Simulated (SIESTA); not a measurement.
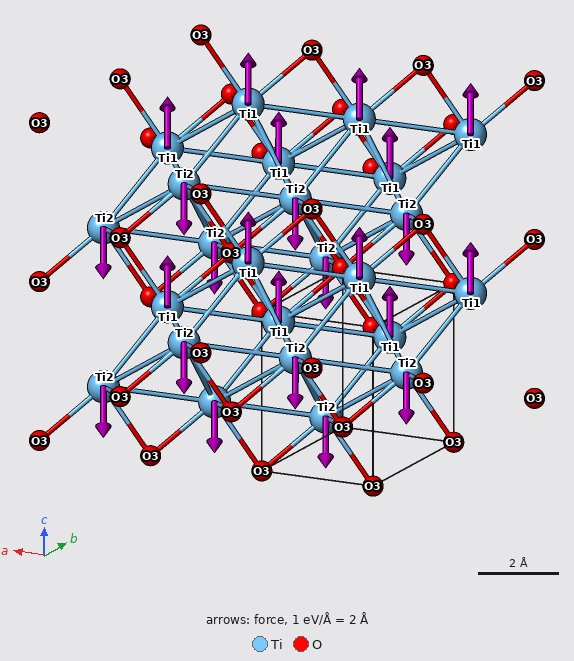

Starting geometry of a crystal of Ti₂O (set up in C2/m) with the computed forces as purple arrows. Style: ball-and-stick. Shown: the cell of the calculation, repeated 3 × 2 × 2 with one cell outlined, from a free direction.

The run lets the atoms move in a fixed cell.

All numbers below come from SIESTA 5.4.2, Kohn-Sham DFT of a periodic cell, vdW-DF, PseudoDojo 0.4 standard NC, numerical atomic orbitals.

Input file:
```
SystemName                      Ti2O
SystemLabel                     Ti2O
NumberOfSpecies                 2
NumberOfAtoms                   3
%block ChemicalSpeciesLabel
  1  22 Ti
  2   8 O
%endblock ChemicalSpeciesLabel

LatticeConstant                 1.0 Ang
%block LatticeVectors
     2.8902060000     0.0000000000     0.0000000000
    -1.4451030000     2.5282745638     0.0000000000
     0.0000000000     0.0000000000     4.7130000000
%endblock LatticeVectors
AtomicCoordinatesFormat         Fractional
%block AtomicCoordinatesAndAtomicSpecies
     0.3333333333     0.6666666667     0.7212600000  1  Ti
     0.6666666667     0.3333333333     0.2787400000  1  Ti
     0.0000000000     0.0000000000     0.0000000000  2  O
%endblock AtomicCoordinatesAndAtomicSpecies

%block kgrid.MonkhorstPack
    8   0   0  0.0
    0   8   0  0.0
    0   0   4  0.0
%endblock kgrid.MonkhorstPack
XC.Functional                   VDW
XC.Authors                      DRSLL
PAO.BasisSize                   DZP
PAO.EnergyShift                 0.01 Ry
Mesh.Cutoff                     800 Ry
OccupationFunction              FD
ElectronicTemperature           0.05 eV
MaxSCFIterations                120
SCF.MustConverge                false
SCF.Mixer.Method                Pulay
SCF.Mixer.Weight                0.25
SCF.Mixer.History               8
SCF.DM.Tolerance                1.0e-05
SCF.H.Tolerance                 1.0e-04 eV
WriteForces                     true
Charge.Mulliken                 end
MD.TypeOfRun                    Broyden
MD.Steps                        40
MD.MaxForceTol                  0.005 eV/Ang
MD.MaxDispl                     0.1 Ang
WriteCoorStep                   true
AtomCoorFormatOut               Fractional
```

Command:
```bash
siesta < Ti2O.fdf > Ti2O.out 2>&1
```

> Is this structure relaxed? If not, where do the atoms go?

It isn't relaxed: the largest force vector, on Ti atoms, is 0.76 eV/Å. The atoms end up moving mostly along the starting forces (cosine between the two patterns 1.00). After 3 geometry steps the energy has fallen by 25.7 meV per cell of the calculation. The largest force component goes from 0.76 to 0.0015 eV/Å. The largest moves, 0.033 Å, are those of Ti1 and Ti2. Ti2 goes along −c. O stays in place. The lattice vectors keep their values. Near-neighbour distances that change, for instance: Ti1–Ti2 3.122 → 3.066 Å, Ti1–Ti2 (another image) 2.674 → 2.726 Å, Ti1–O3 2.127 → 2.107 Å, Ti1–O3 (another image) 2.137 → 2.117 Å. The space group stays C2/m (No. 12). Cost: 4.4 min on 1 thread of Arm Neoverse V1 (shared host), peak memory 0.41 GiB.
